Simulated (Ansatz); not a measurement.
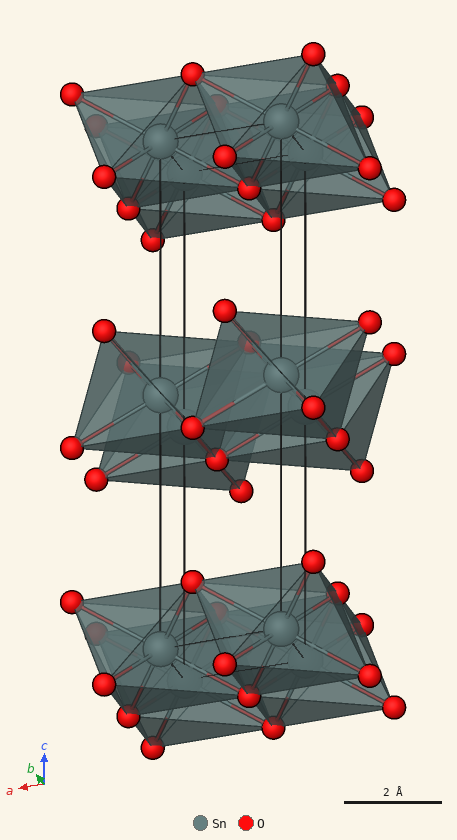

The image is a polyhedral drawing of a crystal, viewed from a general direction. Thin lines show the conventional unit cell, with boundary atoms drawn in all their periodic places. Some atoms of the next cells are drawn as well.

SnO$_{2}$, space group P6_3/mmc (No. 194), a = 3.21 Å, b = 3.21 Å, c = 10.73 Å, α = 90.00°, β = 90.00°, γ = 120.00°.

The calculation used DFT PBE+D3(BJ), scalar-relativistic, plane waves, PAW in Ansatz, with cutoff 420 eV, a 12×12×4 grid in reciprocal space, Gaussian smearing of 0.05 eV, no spin polarisation.

> What is the band gap, if any?

A semiconductor at this level, with a gap of 2.14 eV on the k-mesh (the true edges may lie between mesh points, so the gap can be somewhat smaller).

> What is the pressure at this volume?

The computed pressure is -2.8 GPa (stretched: it would shrink). The stress isn't hydrostatic: its largest component is 3.9 GPa.

Provenance: a structure listed in the Materials Project. The cell was then strained or its atoms displaced on purpose. It went into a calculation with Ansatz.
